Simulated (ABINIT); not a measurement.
**BN: Bethe–Salpeter calculation (part 2 of 2)**

Continued. System: BN (4 atoms in the cell). Method: Kohn-Sham DFT of a periodic cell, PBEsol, PseudoDojo NC SR PBEsol v0.4.1 standard, GW-BSE, no spin polarisation (ABINIT 10.8.3); cutoff 979.61 eV, 7×7×2 k-mesh, fixed occupations. The structure derives from an entry of the Crystallography Open Database.

Geometry of the input (Å; fractional positions):
```
2.4982  0.0000  0.0000
-1.2491  2.1635  0.0000
0.0000  0.0000  6.6357
N  0.6667  0.3333  0.2500
N  0.3333  0.6667  0.7500
B  0.6667  0.3333  0.7500
B  0.3333  0.6667  0.2500
```

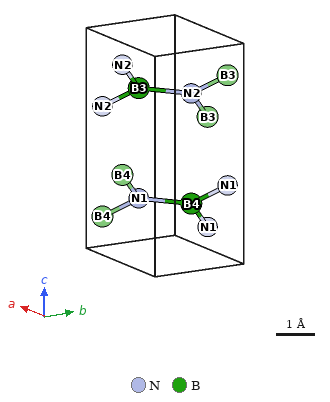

Figure 1. The structure (ball-and-stick view of the cell of the calculation, seen at an oblique angle; neighbours outside the cell are drawn fainter; atoms are numbered from 1 in the order of the input).

The program's output, continued:
```
 cartesian forces (hartree/bohr) at end:
    1     -0.00000000000000    -0.00000000000000    -0.00000000000000
    2      0.00000000000000     0.00000000000000    -0.00000000000000
    3      0.00000000000000    -0.00000000000000    -0.00000000000000
    4     -0.00000000000000     0.00000000000000    -0.00000000000000
 frms,max,avg= 3.8776760E-28 7.9030863E-28   0.000E+00  0.000E+00  0.000E+00 h/b

 cartesian forces (eV/Angstrom) at end:
    1     -0.00000000000000    -0.00000000000000    -0.00000000000000
    2      0.00000000000000     0.00000000000000    -0.00000000000000
    3      0.00000000000000    -0.00000000000000    -0.00000000000000
    4     -0.00000000000000     0.00000000000000    -0.00000000000000
 frms,max,avg= 1.9939812E-26 4.0639304E-26   0.000E+00  0.000E+00  0.000E+00 e/A
 length scales=  1.889726125908  1.889726125908  1.889726125908 bohr
              =  1.000000000000  1.000000000000  1.000000000000 angstroms
 Fermi (or HOMO) energy (hartree) =   0.10212   Average Vxc (hartree)=  -0.38167
 Eigenvalues (hartree) for nkpt=  16  k points:
 kpt#   1, nband=  8, wtk=  0.01020, kpt=  0.0000  0.0000  0.0000 (reduced coord)
  -0.55097   -0.53976   -0.12972   -0.04971    0.05510    0.05510    0.05649    0.05649
 prteigrs : prtvol=0 or 1, do not print more k-points.

--- !EnergyTerms
iteration_state     : {dtset: 1, }
comment             : Components of total free energy in Hartree
kinetic             :  1.86965267208820E+01
hartree             :  8.13656659024647E+00
xc                  : -8.59060048541321E+00
Ewald energy        : -1.83721330618544E+01
psp_core            :  1.11938185494402E+00
local_psp           : -2.55690241457483E+01
non_local_psp       : -2.15949105664546E+00
total_energy        : -2.67387735835889E+01
total_energy_eV     : -7.27599095726870E+02
band_energy         : -2.54289601307457E+00
...

 Cartesian components of stress tensor (hartree/bohr^3)
  sigma(1 1)= -9.43383456E-05  sigma(3 2)=  0.00000000E+00
  sigma(2 2)= -9.43383458E-05  sigma(3 1)=  0.00000000E+00
  sigma(3 3)= -1.40564113E-05  sigma(2 1)=  0.00000000E+00

-Cartesian components of stress tensor (GPa)         [Pressure=  1.9882E+00 GPa]
- sigma(1 1)= -2.77552995E+00  sigma(3 2)=  0.00000000E+00
- sigma(2 2)= -2.77552996E+00  sigma(3 1)=  0.00000000E+00
- sigma(3 3)= -4.13553898E-01  sigma(2 1)=  0.00000000E+00

================================================================================
== DATASET  2 ==================================================================

--- !DatasetInfo
iteration_state: {dtset: 2, }
dimensions: {natom: 4, nkpt: 98, mband: 18, nsppol: 1, nspinor: 1, nspden: 1, mpw: 2522, }
cutoff_energies: {ecut:  36.0, pawecutdg:  -1.0, }
electrons: {nelect:   1.60000000E+01, charge:   0.00000000E+00, occopt:   1.00000000E+00, tsmear:   1.00000000E-02, }
meta: {optdriver: 0, ionmov: 0, optcell: 0, iscf: -2, paral_kgb: 0, }
...

 mkfilename : getden/=0, take file _DEN from output of DATASET   1.

 Real(R)+Recip(G) space primitive vectors, cartesian coordinates (Bohr,Bohr^-1):
 R(1)=  4.7209894  0.0000000  0.0000000  G(1)=  0.2118200  0.1222943  0.0000000
 R(2)= -2.3604947  4.0884967  0.0000000  G(2)=  0.0000000  0.2445887  0.0000000
 R(3)=  0.0000000  0.0000000 12.5396557  G(3)=  0.0000000  0.0000000  0.0797470
 Unit cell volume ucvol=  2.4203730E+02 bohr^3
 Angles (23,13,12)=  9.00000000E+01  9.00000000E+01  1.20000000E+02 degrees

 getcut: wavevector=  0.0000  0.0000  0.0000  ngfft=  27  27  72
         ecut(hartree)=     36.000   => boxcut(ratio)=   2.04104
--------------------------------------------------------------------------------

================================================================================
 Non-SCF case, kpt    1 (  0.01571  0.03000  0.15500), residuals and eigenvalues=
  4.61E-13  3.74E-13  1.72E-13  3.36E-13  6.86E-13  1.52E-13  2.32E-13  5.57E-13
  6.58E-14  9.18E-13  2.85E-13  8.75E-13  9.00E-13  2.00E-13  5.34E-13  2.44E-12
  6.19E-13  9.54E-11
 -5.4918E-01 -5.3931E-01 -1.2430E-01 -5.4200E-02  5.0223E-02  5.1369E-02
  5.2806E-02  5.4044E-02  3.0238E-01  4.6374E-01  5.3107E-01  5.3482E-01
  5.3726E-01  5.4133E-01  5.6421E-01  5.7786E-01  6.5806E-01  7.0309E-01
 prteigrs : prtvol=0 or 1, do not print more k-points.

--- !ResultsGS
iteration_state: {dtset: 2, }
comment   : Summary of ground state results
lattice_vectors:
- [  4.7209894,   0.0000000,   0.0000000, ]
- [ -2.3604947,   4.0884967,   0.0000000, ]
- [  0.0000000,   0.0000000,  12.5396557, ]
lattice_lengths: [   4.72099,    4.72099,   12.53966, ]
lattice_angles: [ 90.000,  90.000, 120.000, ] # degrees, (23, 13, 12)
lattice_volume:   2.4203730E+02
convergence: {deltae:  0.000E+00, res2:  0.000E+00, residm:  9.996E-13, diffor:  0.000E+00, }
etotal    :  -2.67387736E+01
entropy   :   0.00000000E+00
fermie    :   1.02115587E-01
cartesian_stress_tensor: null
pressure_GPa: null
xred      :
- [  6.6667E-01,   3.3333E-01,   2.5000E-01,  N]
- [  3.3333E-01,   6.6667E-01,   7.5000E-01,  N]
- [  6.6667E-01,   3.3333E-01,   7.5000E-01,  B]
- [  3.3333E-01,   6.6667E-01,   2.5000E-01,  B]
cartesian_forces: null
force_length_stats: {min: null, max: null, mean: null, }
...

 Integrated electronic density in atomic spheres:
 ------------------------------------------------
 Atom  Sphere_radius  Integrated_density
    1        2.00000          5.77009056
    2        2.00000          5.77009056
    3        2.00000          3.53586210
    4        2.00000          3.53586210
================================================================================

 ----iterations are completed or convergence reached----

 Mean square residual over all n,k,spin=   54.167E-14; max=  99.957E-14
 reduced coordinates (array xred) for    4 atoms
       0.666666666667      0.333333333333      0.250000000000
       0.333333333333      0.666666666667      0.750000000000
       0.666666666667      0.333333333333      0.750000000000
       0.333333333333      0.666666666667      0.250000000000

 cartesian coordinates (angstrom) at end:
    1      1.24912000000000     0.72117976826667     1.65892500000000
    2      0.00000000000000     1.44235953653333     4.97677500000000
    3      1.24912000000000     0.72117976826667     4.97677500000000
    4      0.00000000000000     1.44235953653333     1.65892500000000
 length scales=  1.889726125908  1.889726125908  1.889726125908 bohr
              =  1.000000000000  1.000000000000  1.000000000000 angstroms
 Eigenvalues (hartree) for nkpt=  98  k points:
 kpt#   1, nband= 18, wtk=  0.01020, kpt=  0.0157  0.0300  0.1550 (reduced coord)
  -0.54918   -0.53931   -0.12430   -0.05420    0.05022    0.05137    0.05281    0.05404
   0.30238    0.46374    0.53107    0.53482    0.53726    0.54133    0.56421    0.57786
   0.65806    0.70309
 prteigrs : prtvol=0 or 1, do not print more k-points.

================================================================================
== DATASET  3 ==================================================================

--- !DatasetInfo
iteration_state: {dtset: 3, }
dimensions: {natom: 4, nkpt: 98, mband: 12, nsppol: 1, nspinor: 1, nspden: 1, mpw: 1459, }
cutoff_energies: {ecut:  25.0, pawecutdg:  -1.0, }
electrons: {nelect:   1.60000000E+01, charge:   0.00000000E+00, occopt:   1.00000000E+00, tsmear:   1.00000000E-02, }
meta: {optdriver: 99, bs_calctype: 1, bs_algorithm: 1, }
...

 mkfilename : getwfk/=0, take file _WFK from output of DATASET   2.

 mkfilename : getden/=0, take file _DEN from output of DATASET   1.

 Exciton: Calculation of dielectric properties by solving the Bethe-Salpeter equation
 in frequency domain and reciprocal space on a transitions basis set.
 Based on a program developed by L. Reining, V. Olevano, F. Sottile,
 S. Albrecht, and G. Onida. Incorporated in ABINIT by M. Giantomassi.

 Real(R)+Recip(G) space primitive vectors, cartesian coordinates (Bohr,Bohr^-1):
 R(1)=  4.7209894  0.0000000  0.0000000  G(1)=  0.2118200  0.1222943  0.0000000
 R(2)= -2.3604947  4.0884967  0.0000000  G(2)=  0.0000000  0.2445887  0.0000000
 R(3)=  0.0000000  0.0000000 12.5396557  G(3)=  0.0000000  0.0000000  0.0797470
 Unit cell volume ucvol=  2.4203730E+02 bohr^3
 Angles (23,13,12)=  9.00000000E+01  9.00000000E+01  1.20000000E+02 degrees

--- Pseudopotential description ------------------------------------------------
- pspini: atom type   1  psp file is ./N.upf
   7.00000   5.00000  180301                  znucl, zion, pspdat
12 -116133 1 -1 1058                          pspcod,pspxc,lmax,lloc,mmax
     nproj     2     2

- pspini: atom type   2  psp file is ./B.upf
   5.00000   3.00000  180301                  znucl, zion, pspdat
12 -116133 1 -1 1534                          pspcod,pspxc,lmax,lloc,mmax
     nproj     2     2

--------------------------------------------------------------------------------

 ==== K-mesh for the wavefunctions ====
 Number of points in the irreducible wedge :    98
 Reduced coordinates and weights :

     1)     1.57142857E-02  3.00000000E-02  1.55000000E-01       0.01020
     2)     1.58571429E-01  3.00000000E-02  1.55000000E-01       0.01020
     3)     3.01428571E-01  3.00000000E-02  1.55000000E-01       0.01020
     4)     4.44285714E-01  3.00000000E-02  1.55000000E-01       0.01020
   [... 94 further points ...]

 Together with 24 symmetry operations and time-reversal symmetry
 yields    98 points in the full Brillouin Zone.

 ==== Q-mesh for the screening function ====
 Number of points in the irreducible wedge :    16
 Reduced coordinates and weights :

     1)     0.00000000E+00  0.00000000E+00  0.00000000E+00       0.01020
     2)     1.42857143E-01  0.00000000E+00  0.00000000E+00       0.06122
     3)     2.85714286E-01  0.00000000E+00  0.00000000E+00       0.06122
     4)     4.28571429E-01  0.00000000E+00  0.00000000E+00       0.06122
   [... 12 further points ...]

 Together with 24 symmetry operations and time-reversal symmetry
 yields    98 points in the full Brillouin Zone.

 vcoul_init : cutoff-mode = AUXILIARY_FUNCTION
 q-points for optical limit:   1
     1)      0.000010    0.000020    0.000030
 setmesh: FFT mesh size selected  =    12x   12x   40
          total number of points  =         5760

 ==== Fundamental parameters for the solution of the Bethe-Salpeter equation: ====
 Algorithm: Direct diagonalization.
 Dimension of the v, W matrices,  npweps  = 51
 Cutoff for the wavefunctions,    npwwfn  = 1445
 Number of k-points in the IBZ,   nkibz   = 98
 Highest empty band included,     nband   = 12
 === Spin UP ===
 Number of resonant transitions          1176
 Lowest occupied state                   6
 Highest occupied state                  8
 Lowest unoccupied state                 9
 Highest unoccupied state                12
 Minimum frequency [eV]           Emin    =   0.00
 Maximum frequency [eV]           Emax    =  14.00
 Frequency step [eV]              dE      =   0.05
 Lorentzian broadening [eV]       eta     =   0.20
 RPA L0 with KS energies and KS wavefunctions
 Scissors operator energy [eV] =          0.50
 Local fields effects (v term) included
 Excitonic effects (W term) included
 Full W_GG' included
 W is approximated with the model dielectric function
 Resonant-only calculation (Hermitian case)

 Calculating epsilon_Macro(q-->0,w), along the following directions:
 q = (  0.650704  0.000000  0.000000) [r.l.u.]
 q = (  0.000000  0.650704  0.000000) [r.l.u.]
 q = (  0.000000  0.000000  1.995748) [r.l.u.]
 q = (  0.751369 -0.375684  0.000000) [r.l.u.]
 q = (  0.000000  0.650704  0.000000) [r.l.u.]
 q = (  0.000000  0.000000  1.995748) [r.l.u.]
 Number of electrons calculated from density =   15.9990; Expected =   16.0000
 average of density, n =  0.066101
 r_s =    1.5343
 omega_plasma =   24.8005 [eV]

 Direct diagonalization of the resonant excitonic Hamiltonian, Matrix size= 1176
 Excitonic eigenvalues in eV up to n=   32
   4.36692   4.38218   4.41854   4.45185   4.55277   4.55724   4.58718   4.63400
   4.65596   4.69396   4.70897   4.72990   4.74092   4.75476   4.78232   4.79771
   4.83189   4.84756   4.86874   4.87575   4.89637   4.91234   4.92799   4.93966
   4.97557   4.99796   5.00775   5.02037   5.03130   5.04346   5.07837   5.10876

 First excitonic eigenvalue=    4.37 [eV]
 Last  excitonic eigenvalue=   19.48 [eV]

 GW  direct gap       5.17  0.00 [eV]
 EXC direct gap       4.37  0.00 [eV]
 EXC binding energy   0.81  0.00 [eV]

 Excitonic eigenvalues up to the GW energy gap [eV]
  1 (  4.37  0.00)
  2 (  4.38  0.00)
  3 (  4.42  0.00)
  4 (  4.45  0.00)
  5 (  4.55  0.00)
  6 (  4.56  0.00)
  7 (  4.59  0.00)
  8 (  4.63  0.00)
  9 (  4.66  0.00)
 10 (  4.69  0.00)
 11 (  4.71  0.00)
 12 (  4.73  0.00)
 13 (  4.74  0.00)
 14 (  4.75  0.00)
 15 (  4.78  0.00)
 16 (  4.80  0.00)
 17 (  4.83  0.00)
 18 (  4.85  0.00)
 19 (  4.87  0.00)
 20 (  4.88  0.00)
 21 (  4.90  0.00)
 22 (  4.91  0.00)
 23 (  4.93  0.00)
 24 (  4.94  0.00)
 25 (  4.98  0.00)
 26 (  5.00  0.00)
 27 (  5.01  0.00)
 28 (  5.02  0.00)
 29 (  5.03  0.00)
 30 (  5.04  0.00)
 31 (  5.08  0.00)
 32 (  5.11  0.00)
 33 (  5.12  0.00)
 34 (  5.13  0.00)
 35 (  5.14  0.00)
 36 (  5.17  0.00)
 37 (  5.17  0.00)

 Macroscopic dielectric function:
 omega [eV] <KS_RPA_nlf>  <GW_RPA_nlf>  <BSE>
   0.0000   3.2584   0.0000   3.1013   0.0000   3.6563   0.0000
   0.0500   3.2585   0.0011   3.1014   0.0009   3.6565   0.0019
   0.1000   3.2589   0.0022   3.1017   0.0017   3.6572   0.0037
   0.1500   3.2596   0.0034   3.1022   0.0026   3.6583   0.0056
   0.2000   3.2606   0.0045   3.1030   0.0035   3.6600   0.0075
   0.2500   3.2618   0.0056   3.1040   0.0044   3.6621   0.0094
   0.3000   3.2634   0.0067   3.1052   0.0053   3.6646   0.0113
   0.3500   3.2652   0.0079   3.1066   0.0061   3.6677   0.0132
   0.4000   3.2673   0.0090   3.1082   0.0070   3.6712   0.0151
   0.4500   3.2697   0.0102   3.1101   0.0079   3.6752   0.0171

 Writing KS-RPA macroscopic dielectric function without local fields to file: runo_DS3_RPA_NLF_MDF
 Writing GW-RPA macroscopic dielectric function without local fields to file: runo_DS3_GW_NLF_MDF
 Writing EXC Macroscopic dielectric function to file: runo_DS3_EXC_MDF

== END DATASET(S) ==============================================================
================================================================================

 -outvars: echo values of variables after computation  --------
            acell      1.8897261259E+00  1.8897261259E+00  1.8897261259E+00 Bohr
           etotal1    -2.6738773584E+01
           etotal3     0.0000000000E+00
            fcart1    -4.5628490079E-28 -7.9030863087E-28 -0.0000000000E+00
                       4.5628490079E-28  7.9030863087E-28 -0.0000000000E+00
                       2.2814245039E-28 -1.3171810514E-28 -0.0000000000E+00
                      -2.2814245039E-28  1.3171810514E-28 -0.0000000000E+00
            fcart3     0.0000000000E+00  0.0000000000E+00  0.0000000000E+00
                       0.0000000000E+00  0.0000000000E+00  0.0000000000E+00
                       0.0000000000E+00  0.0000000000E+00  0.0000000000E+00
                       0.0000000000E+00  0.0000000000E+00  0.0000000000E+00
            rprim      2.4982400000E+00  0.0000000000E+00  0.0000000000E+00
                      -1.2491200000E+00  2.1635393048E+00  0.0000000000E+00
                       0.0000000000E+00  0.0000000000E+00  6.6357000000E+00
           strten1    -9.4338345640E-05 -9.4338345848E-05 -1.4056411290E-05
                       0.0000000000E+00  0.0000000000E+00  0.0000000000E+00
           strten3     0.0000000000E+00  0.0000000000E+00  0.0000000000E+00
                       0.0000000000E+00  0.0000000000E+00  0.0000000000E+00
           xangst      1.2491200000E+00  7.2117976827E-01  1.6589250000E+00
                       2.8915750897E-17  1.4423595365E+00  4.9767750000E+00
                       1.2491200000E+00  7.2117976827E-01  4.9767750000E+00
                       2.8915750897E-17  1.4423595365E+00  1.6589250000E+00
             xred      6.6666666667E-01  3.3333333333E-01  2.5000000000E-01
                       3.3333333333E-01  6.6666666667E-01  7.5000000000E-01
                       6.6666666667E-01  3.3333333333E-01  7.5000000000E-01
                       3.3333333333E-01  6.6666666667E-01  2.5000000000E-01
 Calculation completed.
```

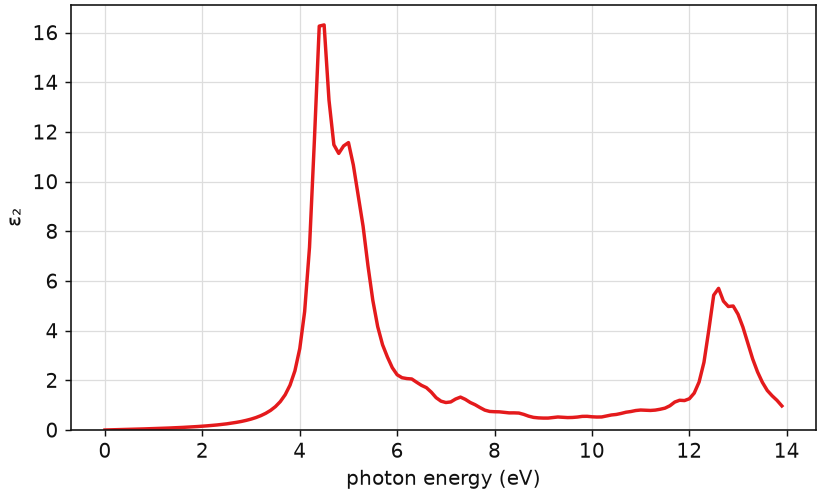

Figure 2. Imaginary part of the dielectric function (first component that the program prints). The highest peak, 16.3, lies at 4.50 eV.

Summary:

- outcome: converged
- space group (tolerance 0.01 Å): P6₃/mmc (194)
- electrons treated: 16
- free energy: −727.5991 eV
- Fermi energy of the self-consistent step: 2.779 eV
- pressure: 1.99 GPa
- largest force (length of the vector): under 0.001 eV/Å
- wall time: 2.6 min
- peak memory: 0.5 GiB

Remarks:

Further notes kept with the run: Wrong value for nkref: nkref= 98 nkbz= 2352 nkbzmx =4704; Hacking the rottb tables!; Im epsilon for omega= #eV is not yet zero, epsilon_2= # Kramers Kronig test could give wrong results; Im epsilon for omega= # eV is not yet zero, epsilon_2= # f-sum rule test could give wrong results. Points of doubt noted for this run: cutoff too low for stress; k mesh coarse for spectra.
